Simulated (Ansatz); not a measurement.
**AgCl: density, localisation and related maps**

```yaml
crystal:
  lattice:
    - [0.00000, -2.80602, -2.80602]
    - [0.00000, 2.80602, -2.80602]
    - [5.61205, 0.00000, 0.00000]
  atoms:
    - { symbol: Ag, position: [0.50000, 0.50000, 0.02245] }
    - { symbol: Ag, position: [0.00000, 0.00000, 0.52245] }
    - { symbol: Cl, position: [0.50000, 0.50000, 0.43168] }
    - { symbol: Cl, position: [0.00000, 0.00000, 0.93168] }
```

Space group I4mm; changed on purpose from its base cell (mode 4 frozen in at -0.383 Å, equal normal strain along x and y +0.0000); not relaxed (largest force 1.6 eV/Å); computed pressure about 5 GPa in this cell.

Level of theory: DFT PBE, scalar-relativistic, plane waves, PAW (Ansatz 0.2.0).

The density is the valence pseudo-density of a PAW calculation; it isn't the true density close to the nuclei.

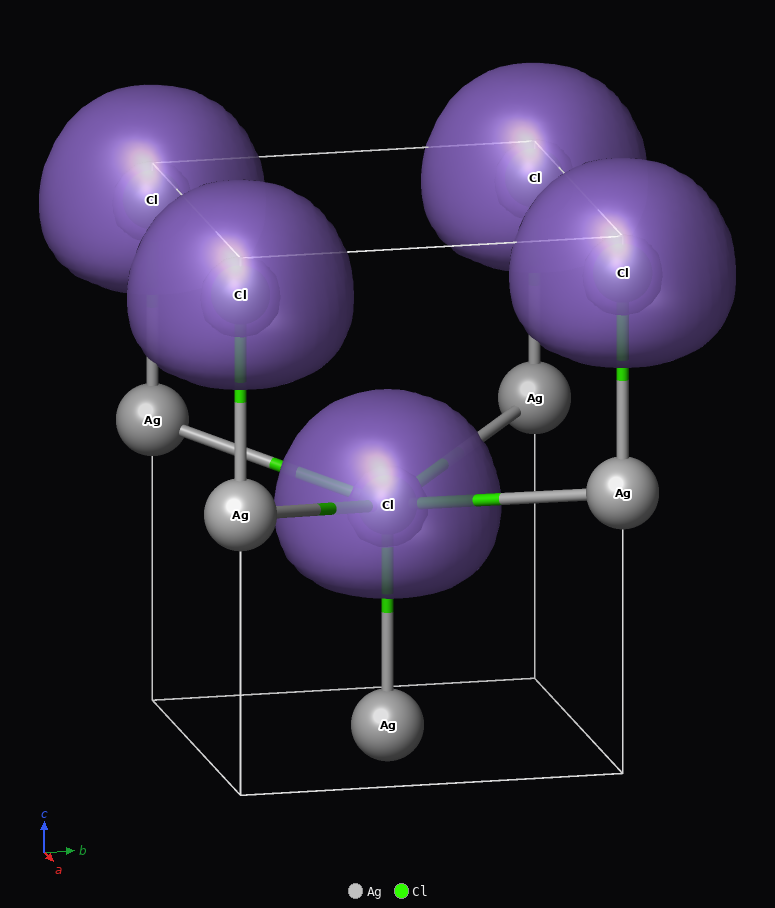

Figure 1. Isosurface of the electron localisation function at 0.7 (purple), seen slightly off an axis. Core shells and regions of very low density are left out. Sticks mark near contacts.

### Describe the localisation domains.

At this value the surface marks out two regions wrapped around Cl (the valence shell of each), counted in one cell of 4 atoms. Regions shared between cells count once. Along the contacts the grid gives the following. Ag–Cl (2.30 Å): the ELF peaks at about 0.85 in the valence shell of Cl, 0.7 Å from its nucleus, and is about 0.25 at the midpoint: no localised pair shows between them.

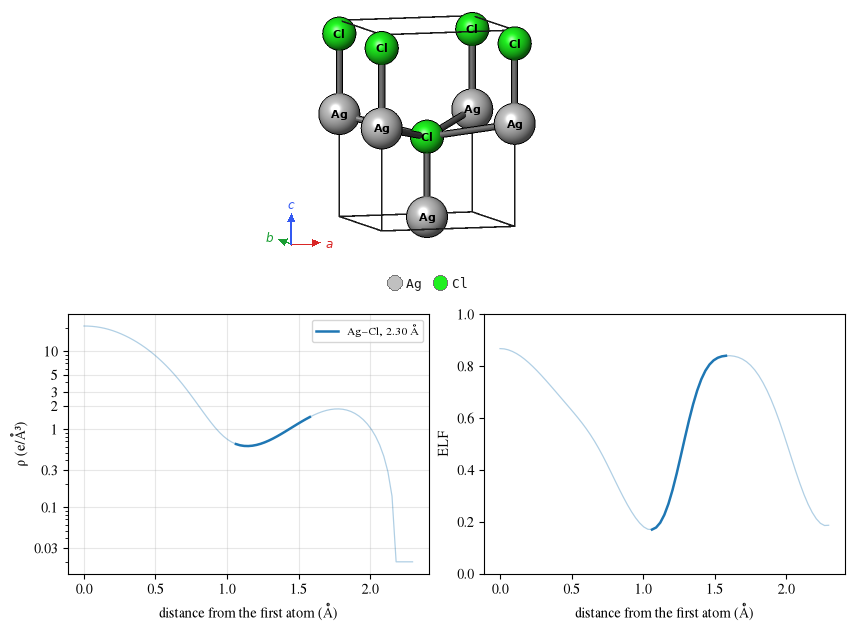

Figure 2. Valence pseudo-density and ELF along straight lines between neighbouring atoms. Thin, pale parts lie inside the atomic spheres. The structure is drawn too.

### What can be read from the curves?

Ag–Cl (2.30 Å): ρ at the midpoint is about 0.61 e/Å³; the ELF peaks at about 0.85 in the valence shell of Cl, 0.7 Å from its nucleus, and is about 0.25 at the midpoint (no localised pair shows between them).

### Does the calculation give a band gap?

It is gapped, with a Kohn–Sham gap of 1.2 eV on the k-point mesh (the band edges may lie off the mesh, which would make the gap smaller).
